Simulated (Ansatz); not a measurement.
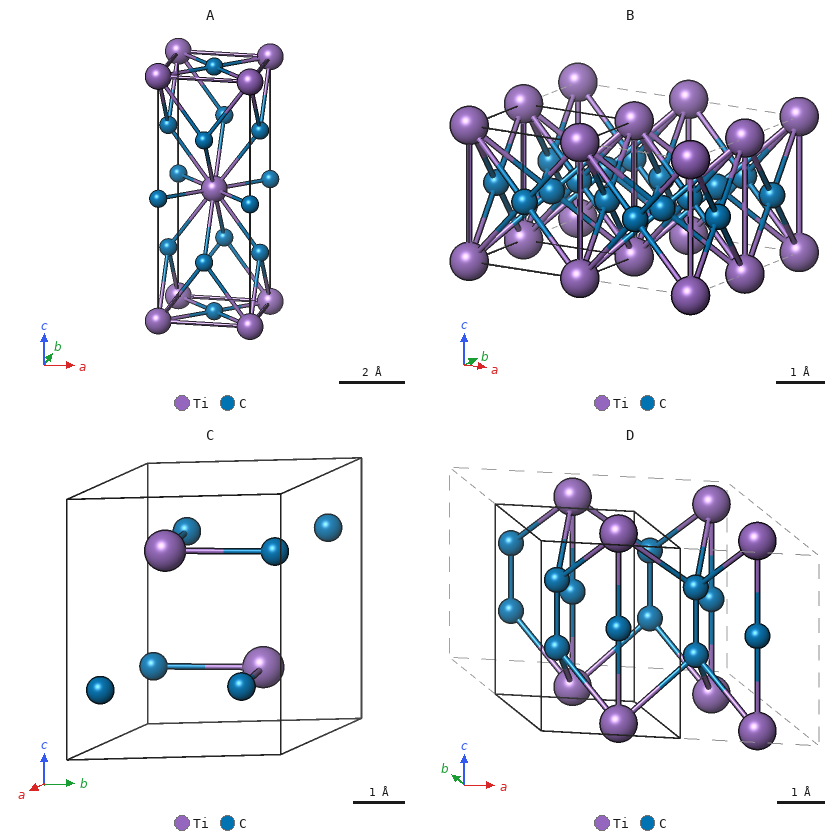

Four structures of TiC$_{3}$, each relaxed to rest (conventional cells in solid outline, small ones repeated, each panel with its own scale). Method: DFT PBE, scalar-relativistic, plane waves, PAW in Ansatz, without spin polarisation.

**Give the type and space group of each panel.**

A: 8 atoms a cell on a body-centred tetragonal lattice, I4/mmm; B: 4 atoms a cell on a primitive hexagonal lattice, P6/mmm; C: 8 atoms a cell on a primitive hexagonal lattice, P6_3/mmc; D: 4 atoms a cell on a primitive hexagonal lattice, P-6m2.

**Rank them by energy, lowest first.**

C, then D (+314 meV/atom), B (+476 meV/atom) and A (+815 meV/atom), energies at zero smearing.

**Collect the results in a table.**

| panel | structure | E − E(lowest) (meV/atom) | volume (Å³/atom) | gap (eV) |
| --- | --- | --- | --- | --- |
| C | P6_3/mmc | 0 | 10.1 | metal |
| D | P-6m2 | 314 | 8.6 | metal |
| B | P6/mmm | 476 | 7.8 | metal |
| A | I4/mmm | 815 | 8.4 | metal |

Some of these may be structure types tried for this composition rather than known phases, and the most stable form need not be among them. Gaps are taken on the k-mesh or band path of each run.
